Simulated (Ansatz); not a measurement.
## Run report: Hf3S8 (charge −4), single-point calculation

- system: Hf3S8 (defect cell, 11 atoms in the cell, total charge −4)
- method: DFT LDA, scalar-relativistic, plane waves, PAW, no spin polarisation (Ansatz 0.2.0)

The structure derives from a Materials Project entry. Figures and captions count atoms from 1; the log counts them from 0 in places.

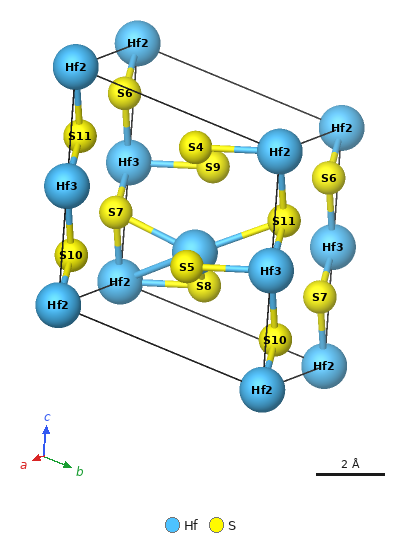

*The input geometry (ball-and-stick view of the cell of the calculation, seen slightly off an axis; atoms are numbered from 1 in the order of the input).*

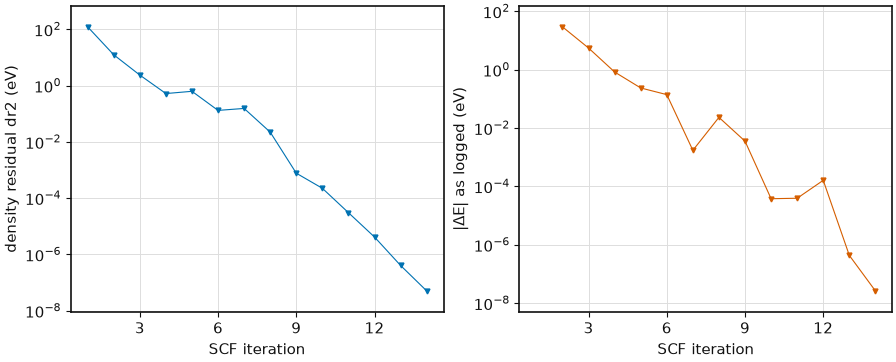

*Convergence of the self-consistent field: density residual dr2 and size of the energy change against the SCF iteration.*

The residual falls almost steadily, with no more than small rises.

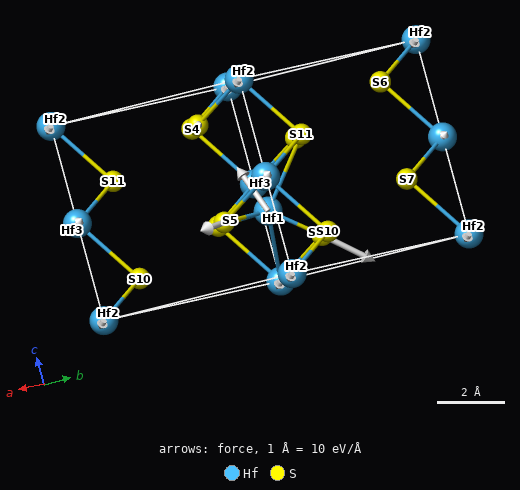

*Forces on the atoms as white arrows (ball-and-stick view of the cell of the calculation, seen at an oblique angle; atoms are numbered from 1 in the order of the input); the smallest are left out.*

The largest act on S8 (18.50 eV/Å); Hf1 (17.17 eV/Å); S5 (11.64 eV/Å). The geometry is not a stationary point of this energy.

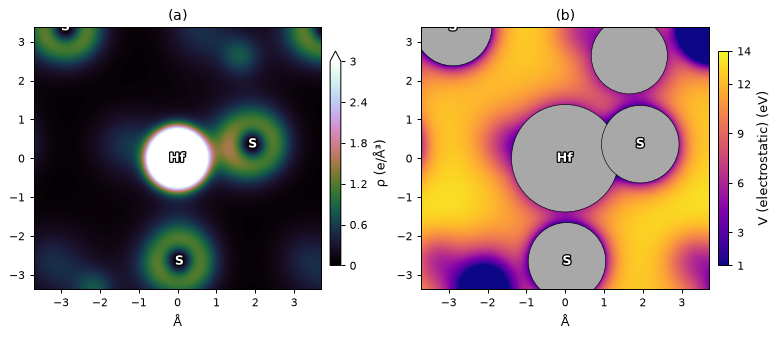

*(a) valence electron density; (b) electrostatic potential energy of an electron on the (001) plane of the calculation cell. Grey discs, where drawn, cover atomic cores.*

The section cuts through Hf and S sites. Hf–S (1.97 Å): ρ is about 1.5 e/Å³ halfway. Away from the nuclei the density in this plane falls to 0.04 e/Å³ at its lowest. Outside the cores the potential energy rises away from the atoms and is highest about 1.9 Å from the nearest atoms; outside the discs it spans about 12 eV, and its zero is arbitrary. In a PAW calculation such maps are meaningful between the atoms, not at the nuclei.

These pictures come from the run below.

### Input file
```yaml
crystal:
  lattice:
    - [-1.778369426, -3.0802262006, -5.6836595072]
    - [-1.778369426, -3.0802262006, 5.6836595072]
    - [-3.5567388522, 6.1604524011, 0.0]
  atoms:
    - { symbol: Hf, position: [0.4837674259, 0.4837674259, 0.341883713] }
    - { symbol: Hf, position: [0.0, 0.0, 0.0] }
    - { symbol: Hf, position: [0.0, 0.0, 0.5] }
    - { symbol: S, position: [0.7938523428, 0.5394809906, 0.8333333333] }
    - { symbol: S, position: [0.7938523428, 0.5394809906, 0.3333333333] }
    - { symbol: S, position: [0.2938523428, 0.0394809906, 0.8333333333] }
    - { symbol: S, position: [0.2938523428, 0.0394809906, 0.3333333333] }
    - { symbol: S, position: [0.2061476572, 0.4605190094, 0.1666666667] }
    - { symbol: S, position: [0.2061476572, 0.4605190094, 0.6666666667] }
    - { symbol: S, position: [0.7061476572, 0.9605190094, 0.1666666667] }
    - { symbol: S, position: [0.7061476572, 0.9605190094, 0.6666666667] }
total_charge: -4
basis:
  ecutwfc: 420
kpoints:
  mp_grid: { grid: [4, 4, 4] }
hamiltonian:
  xc: lda
  pseudopotentials: { kind: paw }
scf:
  occupations: { method: gaussian, width: 0.05 }
output:
  forces: true
  stress: true
  eigenvalues: true
  write_density: true
  write_potential: true
  elf: true
  volumetric_format: npy
```

Command:
```bash
ansatz run input.yaml --threads 4 --pin off --max-ram 8192MiB --backend cpu --events-out ev --progress --plain --runs-dir out
```

### Output
```
Engine: ansatz 0.2.0, aarch64-unknown-linux-gnu
Pseudopotentials: kind: paw
Pseudopotential: Hf, paw, valence charge 26, recommended cutoff 420 eV (normal), Hf.paw.azcp
Pseudopotential: S, paw, valence charge 6, recommended cutoff 420 eV (normal), S.paw.azcp
Functional definition: SPW92
  exchange = slater_x
  correlation = pw_c
Crystal: 11 atoms, lattice volume = 249.071 Å³
Basis set: ecut = 420 eV, 4893 PW (Γ)
Bands: 78, of which v1, the nominal top of the filled ones, is band 65 counted from 1 (64 counted from 0)
Symmetry: 1 space group operations
Space group: P1 (ITA 1), of the structure as read, at distance tolerance 6.3e-5 Å
k-points: 36 of 64 (time reversal used)
Non-local potential: Hf, projectors of the file, l = 0: 3, l = 1: 2, l = 2: 2, l = 3: 3
Non-local potential: S, projectors of the file, l = 0: 2, l = 1: 2, l = 2: 2
PAW form: soft (Blöchl's): semilocal exchange-correlation on the pseudo side does not see the compensation charge
PAW frozen core: Hf, regenerated for the run's functional, and the local potential with it (the file was generated under x = pbe(κ = 0.804, μ = 0.2195149727645171), c = pbe(β = 0.06672455060314922))
PAW frozen core: S, regenerated for the run's functional, and the local potential with it (the file was generated under x = pbe(κ = 0.804, μ = 0.2195149727645171), c = pbe(β = 0.06672455060314922))
PAW one-centre angular grid: Hf, 590 points (default); XC on 64 Gauss nodes
PAW one-centre angular grid: S, 110 points (default); XC on 64 Gauss nodes
Initial density: superposition of atomic densities (neutral atoms scaled as one to the charged cell's electrons: chi_scale 0, normalization atom), corrected by the library's trained network
Initial wavefunctions: pseudopotential atomic-orbital guess
Functional: x = slater, c = lda
SCF iter   1: F=—  HF=-53393.709564 eV  |F-HF|=—  |Δ(HF+E_count)|=         —  Δρ=1.47e-1  dr2=1.23e2  ethr=1.77e-3  ⟨swp⟩=7.0  Hψ=12480  notcnv=0  defer=36
preconditioner: auto → Resta (q_TF=auto, 2.448 Å⁻¹)  ε∞=6.4  [insulator: Δε(μ)=1.704 eV  Ē_g=11.234 eV  σ=0.050 eV  W_gap=1.00  n_scr=70 (ndim 8)  ℏωp=26.2 eV  f_vac=0.025  D(μ)=0.00/eV (n_scr^D=0)  ε∞_Penn≈6.4]
SCF iter   2: F=—  HF=-53364.284362 eV  |F-HF|=—  |Δ(HF+E_count)|=    2.94e1  Δρ=3.64e-2  dr2=1.25e1  ethr=1.77e-3  ⟨swp⟩=4.7  Hψ=8270  notcnv=0  defer=202
SCF iter   3: F=—  HF=-53358.749739 eV  |F-HF|=—  |Δ(HF+E_count)|=    5.53e0  Δρ=2.44e-2  dr2=2.38e0  ethr=1.77e-3  ⟨swp⟩=4.2  Hψ=7656  notcnv=0  defer=202
SCF iter   4: F=—  HF=-53357.915532 eV  |F-HF|=—  |Δ(HF+E_count)|=   8.34e-1  Δρ=1.20e-2  dr2=5.24e-1  ethr=1.77e-3  ⟨swp⟩=4.2  Hψ=6251  notcnv=0  defer=200
SCF iter   5: F=—  HF=-53358.152421 eV  |F-HF|=—  |Δ(HF+E_count)|=   2.37e-1  Δρ=9.00e-3  dr2=6.30e-1  ethr=4.03e-4  ⟨swp⟩=4.1  Hψ=5749  notcnv=0  defer=199
SCF iter   6: F=—  HF=-53358.012411 eV  |F-HF|=—  |Δ(HF+E_count)|=   1.40e-1  Δρ=4.23e-3  dr2=1.32e-1  ethr=4.03e-4  ⟨swp⟩=3.0  Hψ=5758  notcnv=0  defer=199
SCF iter   7: F=—  HF=-53358.014139 eV  |F-HF|=—  |Δ(HF+E_count)|=   1.73e-3  Δρ=4.58e-3  dr2=1.55e-1  ethr=1.01e-4  ⟨swp⟩=4.4  Hψ=5193  notcnv=0  defer=203
SCF iter   8: F=—  HF=-53357.990850 eV  |F-HF|=—  |Δ(HF+E_count)|=   2.33e-2  Δρ=1.80e-3  dr2=2.23e-2  ethr=1.01e-4  ⟨swp⟩=2.6  Hψ=4718  notcnv=0  defer=199
SCF iter   9: F=—  HF=-53357.987294 eV  |F-HF|=—  |Δ(HF+E_count)|=   3.56e-3  Δρ=4.15e-4  dr2=7.74e-4  ethr=1.72e-5  ⟨swp⟩=2.9  Hψ=5082  notcnv=0  defer=200
SCF iter  10: F=—  HF=-53357.987256 eV  |F-HF|=—  |Δ(HF+E_count)|=   3.80e-5  Δρ=1.95e-4  dr2=2.25e-4  ethr=5.95e-7  ⟨swp⟩=2.0  Hψ=4944  notcnv=0  defer=199
SCF iter  11: F=—  HF=-53357.987216 eV  |F-HF|=—  |Δ(HF+E_count)|=   3.94e-5  Δρ=8.31e-5  dr2=3.06e-5  ethr=1.73e-7  ⟨swp⟩=2.0  Hψ=4948  notcnv=0  defer=199
SCF iter  12: F=—  HF=-53357.987054 eV  |F-HF|=—  |Δ(HF+E_count)|=   1.62e-4  Δρ=3.19e-5  dr2=4.17e-6  ethr=2.35e-8  ⟨swp⟩=2.0  Hψ=5029  notcnv=0  defer=199
SCF iter  13: F=—  HF=-53357.987053 eV  |F-HF|=—  |Δ(HF+E_count)|=   4.34e-7  Δρ=1.12e-5  dr2=4.07e-7  ethr=3.20e-9  ⟨swp⟩=2.0  Hψ=4430  notcnv=0  defer=199
SCF iter  14: F=-53357.987053 eV  HF=-53357.987053 eV  |F-HF|=5.94e-8  |Δ(HF+E_count)|=   2.64e-8  Δρ=3.67e-6  dr2=5.08e-8  ethr=7.69e-11  ⟨swp⟩=19.3  Hψ=25465  notcnv=0
SCF 1 converged in 14 iterations: F = -53357.987053 eV  dr2 = 5.08e-8
  greatest PAW one-centre occupation: 0.998 electrons in one spin orbital (limit 2), on the Hf atom at site 2 (counted from 0), in its partial waves of l = 3
SCF converged after 14 iterations
Free energy (F): -53357.987053 eV
Harris-Foulkes:  -53357.987053 eV  (|F-HF|=5.94e-8)
Internal energy: -53357.986542 eV  (E = F + TS)
E sigma→0 (E₀):  -53357.986798 eV
Entropy (-TS):   -0.000511 eV (-0.046 meV/atom)
Fermi energy:    8.693722 eV
--- Per-component energies (eV) ---
  E_band       = -691.191472
  E_kinetic    = 2216.654033
  E_local      = -26120.321585  (includes V_loc(G=0)·N_el)
  E_nonlocal   = -3448.736563
  E_hartree    = 12023.350539
  E_xc         = -1709.937762
  E_vxc        = -1562.171957  (∫ρ·V_xc dr)
  E_paw        = -24620.577819  (= ΣΔE_a)
  E_vpaw       = 4176.705007  (= ΣTr[D̂ρ^β])
  E_aug_tail   = 0.000009  (compensation charges beyond the density's cutoff)
  E_ewald      = -11707.014702
  E_core_change = 8.597308  (= ΣΔE_core)
  E_smearing   = -0.000511  (= −TS)
  E_closure    = -0.000000  (closes the sum)
  E_deformation_potential = -59.112392  (in the stress; not in F)
  Σ components = -53357.987053   (vs F -53357.987053, Δ=0.00e0)
--- Forces (eV/Å), atoms counted from 1 ---
  atom   1  Hf   -10.83748450    11.94284558    -5.90687299
  atom   2  Hf     3.16120819     1.34118809    -1.63588145
  atom   3  Hf    -2.00085108    -1.09557210     1.58662412
  atom   4  S     -0.92813227    -0.89181803     1.09887697
  atom   5  S     -3.15267679    -7.64877929    -8.19005688
  atom   6  S      0.26870186     0.34704963     0.67784254
  atom   7  S     -0.13150638    -1.04848237     0.44292921
  atom   8  S     11.77432400    -2.34160573    14.07827110
  atom   9  S      1.26624810     0.01716686    -1.09154011
  atom  10  S     -0.46019573    -0.28617429    -0.50832267
  atom  11  S      1.04041616    -0.33585450    -0.55187575
  max |Σ_I F_I| component: 5.16e-5 eV/Å
--- Stress (GPa, compression-positive) ---
        2.852509       1.914207      16.304080
        1.914207      -2.272984       6.086673
       16.304079       6.086672      14.013076
  P = ⅓ Tr σ = 4.8642 GPa (48.642 kbar)
--- Band table (eV; the first three rows and the last of 36) ---
  k-point 0: bands = ["-54.0205", "-54.0075", "-53.6134", "-23.6266", "-22.8956", "-22.7674", "-22.7586", "-22.6951", "-22.6795", "-22.6536", "-22.4206", "-22.3017", "-5.7742", "-4.8214", "-4.3556", "-4.1012", "-4.0655", "-3.9731", "-3.9635", "-3.9575", "-3.9552", "-3.9539", "-3.9459", "-3.9428", "-3.9376", "-3.9348", "-3.9305", "-3.9124", "-3.8953", "-3.8221", "-3.7134", "-3.4611", "-3.4369", "-3.4094", "-3.3740", "-3.3714", "-3.3148", "-3.2092", "-3.1875", "-2.5877", "-2.3329", "2.1386", "2.6383", "2.7905", "3.3466", "3.7420", "3.8820", "4.0268", "4.3434", "4.6927", "4.7619", "5.1621", "5.3085", "5.6365", "5.8549", "6.4658", "6.6778", "6.9152", "7.2220", "7.4040", "7.4576", "7.7475", "8.1005", "8.1659", "8.4354", "8.8568", "9.4062", "9.4762", "10.4727", "10.6760", "10.8943", "11.2384", "11.4202", "11.8240", "11.9581", "12.7220", "12.9335", "13.3696"]
  k-point 1: bands = ["-54.0203", "-54.0077", "-53.6134", "-23.6259", "-22.8736", "-22.7809", "-22.7486", "-22.6962", "-22.6827", "-22.6680", "-22.4208", "-22.3034", "-5.6755", "-4.8000", "-4.4298", "-4.1067", "-4.0739", "-4.0185", "-3.9636", "-3.9585", "-3.9540", "-3.9476", "-3.9433", "-3.9389", "-3.9366", "-3.9314", "-3.9235", "-3.9132", "-3.8640", "-3.8116", "-3.7443", "-3.4691", "-3.4379", "-3.4104", "-3.3768", "-3.3716", "-3.3410", "-3.2920", "-3.1943", "-2.6045", "-2.3259", "2.3370", "2.8780", "3.1048", "3.4862", "3.8014", "3.9314", "4.0464", "4.3011", "4.6470", "4.8300", "5.0215", "5.1771", "5.6097", "5.8165", "6.0958", "6.5530", "6.7503", "6.8629", "7.0493", "7.3291", "7.4844", "7.7234", "8.0494", "8.5912", "9.3576", "9.4793", "9.6256", "10.4104", "10.6515", "11.0770", "11.1966", "11.3450", "11.6287", "12.2210", "12.6848", "12.8670", "13.5795"]
  k-point 2: bands = ["-54.0200", "-54.0080", "-53.6134", "-23.6252", "-22.8318", "-22.8138", "-22.7250", "-22.7170", "-22.6832", "-22.6795", "-22.4211", "-22.3050", "-5.5566", "-4.7447", "-4.5741", "-4.1139", "-4.0816", "-4.0316", "-3.9622", "-3.9588", "-3.9509", "-3.9482", "-3.9440", "-3.9387", "-3.9351", "-3.9267", "-3.9200", "-3.9137", "-3.8933", "-3.8293", "-3.6492", "-3.5090", "-3.4652", "-3.4318", "-3.4075", "-3.3725", "-3.3672", "-3.2903", "-3.2133", "-2.6187", "-2.3221", "2.5874", "3.1212", "3.4977", "3.5989", "3.8344", "3.9567", "4.2610", "4.4555", "4.5581", "4.7224", "4.9580", "5.0478", "5.1812", "5.4755", "6.0538", "6.3002", "6.5423", "6.6237", "7.0370", "7.1812", "7.2236", "7.5547", "7.9263", "8.6341", "9.3955", "9.7224", "10.2370", "10.3529", "10.4398", "10.6234", "11.0898", "11.4327", "11.6013", "12.5992", "12.7341", "13.2666", "13.4215"]
  k-point 35: bands = ["-54.0200", "-54.0080", "-53.6134", "-23.6253", "-22.8319", "-22.8138", "-22.7251", "-22.7170", "-22.6832", "-22.6796", "-22.4211", "-22.3050", "-5.3073", "-4.7332", "-4.5571", "-4.2013", "-4.1033", "-4.0517", "-3.9602", "-3.9586", "-3.9502", "-3.9483", "-3.9445", "-3.9392", "-3.9355", "-3.9272", "-3.9195", "-3.9038", "-3.8991", "-3.8448", "-3.6997", "-3.5935", "-3.4717", "-3.4383", "-3.4080", "-3.3742", "-3.3708", "-3.2830", "-3.2488", "-2.6041", "-2.5535", "2.7805", "3.1708", "3.3943", "3.6108", "4.0258", "4.2578", "4.3182", "4.4040", "4.7006", "4.7815", "5.0320", "5.0528", "5.2194", "5.4603", "6.0587", "6.4014", "6.5302", "6.5967", "6.8169", "6.9797", "7.2085", "7.5947", "7.7571", "8.0900", "9.5820", "9.8319", "10.1317", "10.5311", "10.6930", "10.7906", "11.2125", "11.3153", "11.6084", "12.6087", "12.6254", "12.9515", "13.1483"]
```

### Summary

| quantity | value |
| --- | --- |
| outcome | converged |
| electrons treated | 130 |
| free energy | −53357.9871 eV |
| Fermi energy | 8.694 eV |
| gap on the k-point mesh | 0.12 eV |
| pressure | 4.86 GPa |
| largest force (length of the vector) | 18.502 eV/Å |
| hardware | 4 threads of Arm Neoverse N1, 98 GiB of memory available, shared host |
| wall time | 62 s (CPU time 4 min) |
| peak memory | 0.93 GiB |

### Notes

Spin–orbit coupling is left out, which matters for Hf.
